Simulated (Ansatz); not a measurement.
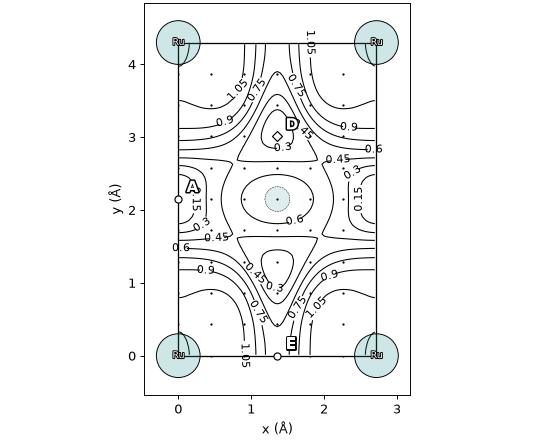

S on a Ru(100) slab cut from the P6_3/mmc phase, its upper half relaxed before the scan (6 atoms of substrate and one adsorbate in a 1 × 1 cell). 
- S is moved over the surface cell; relaxed at each place: the height of the adsorbate's atoms; substrate rigid; the origin of the map has the adsorbate above Ru6.
- Places are given modulo a cell vector. The map is drawn in real space over the plane of the surface.
- The scan uses a 6 × 10 grid; 24 points were computed and 36 follow by symmetry.
- All energies are given in eV relative to the lowest grid point.
- With one adsorbate in each 1 × 1 cell, its nearest image is 2.7 Å away, so neighbouring adsorbates interact.
- Theory: DFT PBE, scalar-relativistic, plane waves, PAW (Ansatz). Settings: cutoff 420 eV, k-mesh 10×6×1, gaussian smearing 0.1 eV, no spin polarisation.

The picture shows contour lines labelled in eV, dots at the grid points, labelled circles for the atoms of the top layer and small ones for the second layer, the outline of one cell of the plane, lettered points. Between grid points the surface is interpolated.

Q: What kind of point is each of A, D, E: minimum, saddle, maximum or slope?

A: A: minimum; D: minimum; E: saddle point. (In these two coordinates alone; a stationary point may lie a little off the grid point.)

Q: Rank the lettered points by energy, lowest first.

A: A (0.00 eV), D (0.21 eV), E (0.66 eV).

PAW datasets: the set soft_1.
